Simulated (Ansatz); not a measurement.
# Calculations on In

## 1. Scan

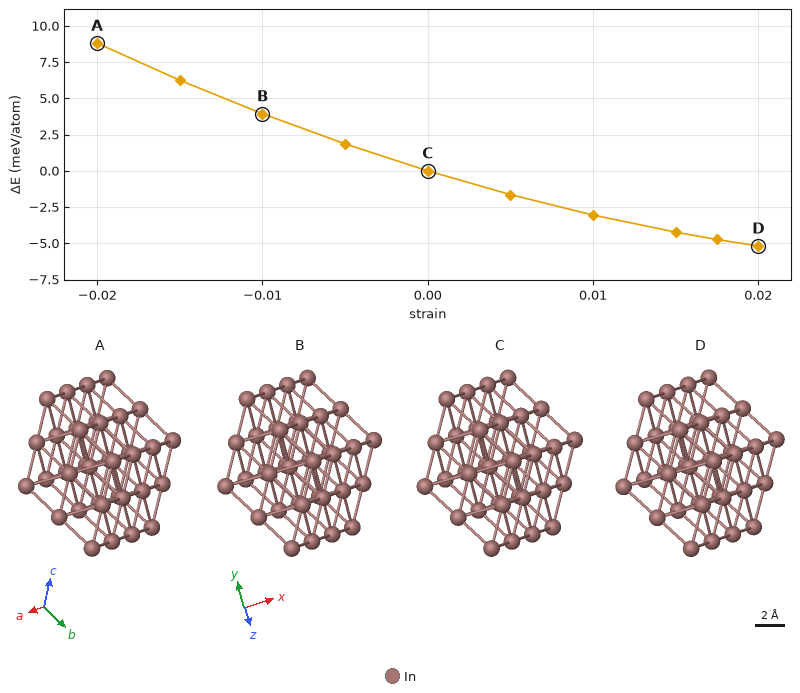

A crystal of In (I4/mmm): the cell is strained along x alone, with the atoms kept at their fractional coordinates. x, y and z are the Cartesian axes of the input. The lettered frames are marked on the plot. Style: ball-and-stick. Shown: the cell of the calculation, repeated 3 × 2 × 2 with one cell outlined, slightly off an axis.

All numbers below come from DFT PBE, scalar-relativistic, plane waves, PAW in Ansatz 0.2.0. Set-up: plane-wave cutoff 420 eV; k-point mesh 20 × 20 × 20; occupations gaussian; smearing width 0.15 eV; no spin polarisation. Energies (free energies at the smearing named) are counted from the cell as listed in its source, which wasn't relaxed.

Question: Read off the main features of the energy profile.

Answer: The lowest computed point lies at the strain 0.02 (−5.2 meV/atom). The energy is still falling at the end of the range, so the minimum along this coordinate lies there or beyond. The end points stand at 8.8 meV/atom (−0.02) and −5.2 meV/atom (0.02). The unrelaxed reference is under a pressure of 2.0 GPa, which tilts the curve. The distortion takes the space group from I4/mmm to Immm. At the strain −0.02 the cell of the drawing goes a 3.378 → 3.362 Å, b 3.378 → 3.362 Å, c 3.378 → 3.362 Å, α 122.4° → 123.4°, β 122.4° → 122.2°, γ 85.8° → 85.2°.

## 2. Scan

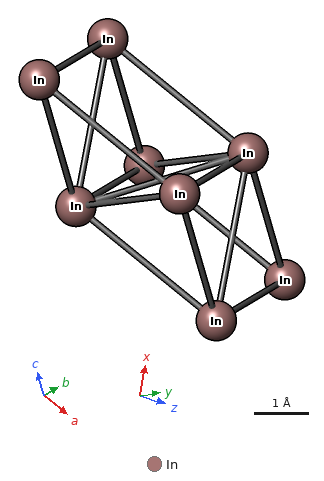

A crystal of In (I4/mmm): the cell is strained equally along x and y and separately along z, with the atoms kept at their fractional coordinates. x, y and z are the Cartesian axes of the input. The picture shows the reference cell. The picture is a ball-and-stick view of the cell of the calculation, seen slightly off an axis.

Theory: DFT PBE, scalar-relativistic, plane waves, PAW (Ansatz 0.2.0). (plane-wave cutoff 420 eV; k-point mesh 20 × 20 × 20; occupations gaussian; smearing width 0.15 eV; no spin polarisation). Energies (free energies at the smearing named) are counted from the cell as listed in its source, which wasn't relaxed.

```xyz
1
Lattice="-1.6261 1.6261 2.4739 1.6261 -1.6261 2.4739 1.6261 1.6261 -2.4739" Properties=species:S:1:pos:R:3 pbc="T T T"
In    0.0000    0.0000    0.0000
```

Predict the energy profile on a grid with rows −0.030, −0.015, 0.000, 0.015, 0.030 and columns −0.030, −0.015, 0.000, 0.015, 0.030 (strain along x and y; strain along z).

Rows: strain along x and y; columns: strain along z; values in meV/atom.

|  | −0.030 | −0.015 | 0.000 | 0.015 | 0.030 |
| --- | --- | --- | --- | --- | --- |
| −0.030 | 62.7 | 47.7 | 34.9 | 24.1 | 15.6 |
| −0.015 | 33.7 | 22.7 | 13.9 | 6.9 | 1.5 |
| 0.000 | 13.0 | 5.5 | 0.0 | −3.6 | −5.8 |
| 0.015 | −0.2 | −4.6 | −7.2 | −8.1 | −7.4 |
| 0.030 | −6.9 | −8.2 | −8.3 | −6.8 | −3.8 |

In pairs of (strain along x and y; strain along z): the lowest computed points lie at (0.030, −0.015), (0.030, 0.000) (−8.3 meV/atom), the highest at (−0.030, −0.030) (62.7 meV/atom). It lies on the edge of the grid, so the true minimum may be outside the range scanned. The pressure runs from −1.2 GPa at (0.030, 0.030) to 7.2 GPa at (−0.030, −0.030).

As a map, interpolated between the computed points (dots):

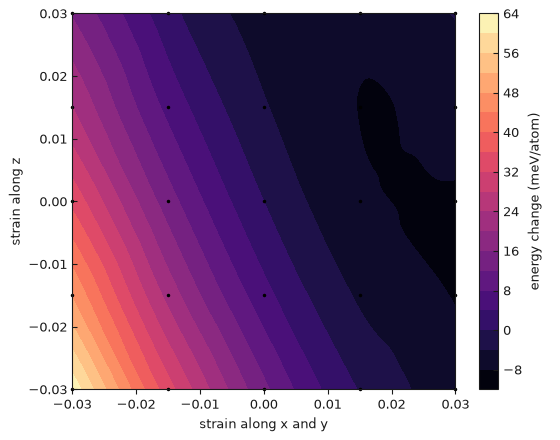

## 3. Energy map

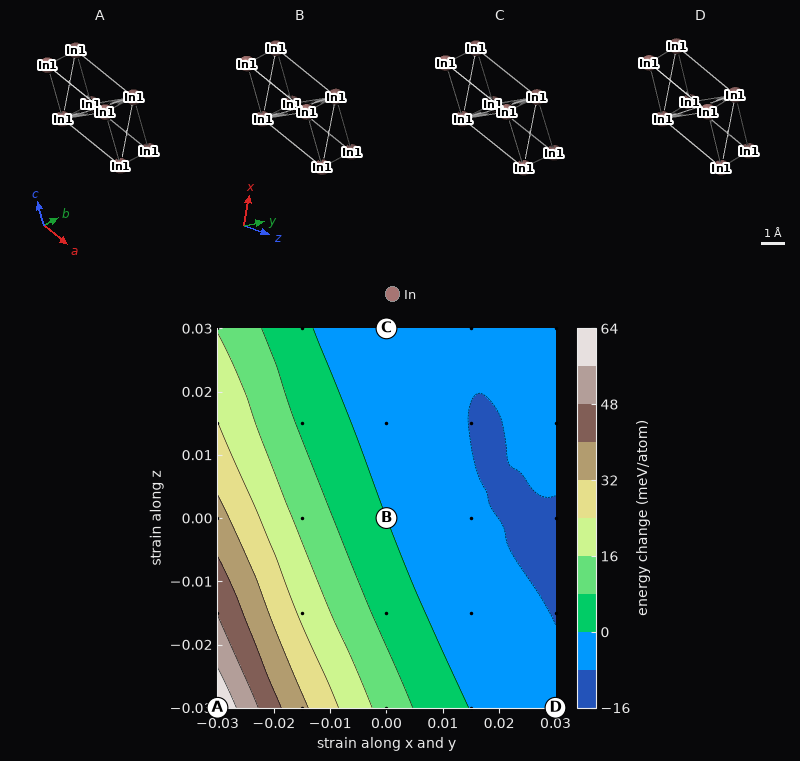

Energy scan for a crystal of In (I4/mmm), in which the cell is strained equally along x and y and separately along z, with the atoms kept at their fractional coordinates. x, y and z are the Cartesian axes of the input. The map is interpolated between the computed points (dots). The lettered frames are marked on it. A ball-and-stick model of the cell of the calculation, seen slightly off an axis.

Method: DFT PBE, scalar-relativistic, plane waves, PAW in Ansatz. (plane-wave cutoff 420 eV; k-point mesh 20 × 20 × 20; occupations gaussian; smearing width 0.15 eV; no spin polarisation). Energies (free energies at the smearing named) are counted from the cell as listed in its source, which wasn't relaxed.

> What does the map show?

In pairs of (strain along x and y; strain along z): the lowest computed points lie at (0.030, −0.015), (0.030, 0.000) (−8.3 meV/atom), the highest at (−0.030, −0.030) (62.7 meV/atom). It lies on the edge of the grid, so the true minimum may be outside the range scanned. The pressure runs from −1.2 GPa at (0.030, 0.030) to 7.2 GPa at (−0.030, −0.030). The frames lie at A (−0.030, −0.030): 62.7 meV/atom, B (0.000, 0.000): 0.0 meV/atom, C (0.000, 0.030): −5.8 meV/atom, D (0.030, −0.030): −6.9 meV/atom.

The computed points:

Rows: strain along x and y; columns: strain along z; values in meV/atom.

```csv
,−0.030,−0.015,0.000,0.015,0.030
−0.030,62.7,47.7,34.9,24.1,15.6
−0.015,33.7,22.7,13.9,6.9,1.5
0.000,13.0,5.5,0.0,−3.6,−5.8
0.015,−0.2,−4.6,−7.2,−8.1,−7.4
0.030,−6.9,−8.2,−8.3,−6.8,−3.8
```
